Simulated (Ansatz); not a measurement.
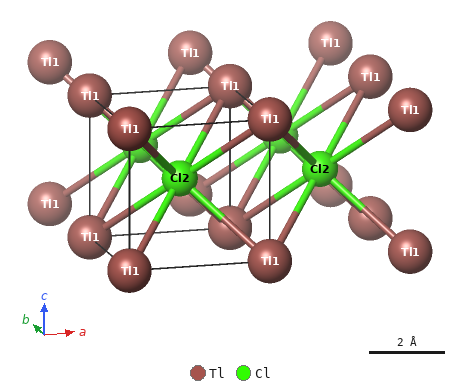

The starting point is solid TlCl (set up in Pm-3m). The picture is a ball-and-stick view of the cell of the calculation, repeated 2 × 2 × 1 with one cell outlined, seen slightly off an axis.

Method: Ansatz, DFT PBE+D3(BJ), scalar-relativistic, plane waves, PAW. Set-up: plane-wave cutoff 420 eV; k-point mesh 8 × 8 × 8; occupations gaussian; smearing width 0.02 eV; no spin polarisation.

The variant: All lengths are scaled by −2.0 % (volume −6.0 %), the atoms keeping their fractional coordinates. No relaxation follows.

### What does the calculation give for the changed structure?

Near-neighbour distances before and after: Cl–Tl 3.393 → 3.324 Å. The space group stays Pm-3m (No. 221). The energy rises by 17.5 meV per atom. The pressure goes from 0.0 to 0.5 GPa. All forces vanish by symmetry.

Drawn alike, the variant:

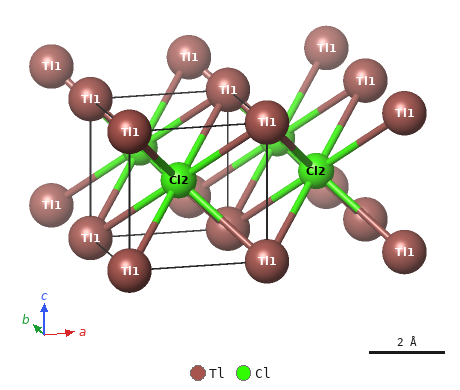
